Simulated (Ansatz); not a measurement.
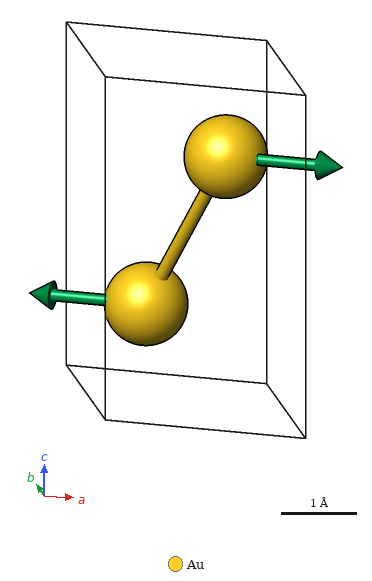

One vibrational mode of crystalline Au at the zone centre. The green arrows give the relative displacements of the atoms. The picture is a ball-and-stick view of the conventional cell, seen slightly off an axis. Lengths and directions refer to the drawn axes.

Theory: DFT PBEsol, scalar-relativistic, plane waves, PAW (Ansatz 0.2.0). Set-up: plane-wave cutoff 420 eV; k-point mesh 16 × 16 × 10; occupations fermi dirac; smearing width 0.15 eV; no spin polarisation.

The frequencies depend somewhat on the k-mesh and the smearing.

What mode is this, and where does it lie in the spectrum?

Answer. This is the E₂g mode (doubly degenerate; one member of the set is drawn) at 1.20 THz, the lowest optical level, Raman-active by symmetry. All motion is along a; atoms of one kind move against one another, with no net shift of their sublattice.
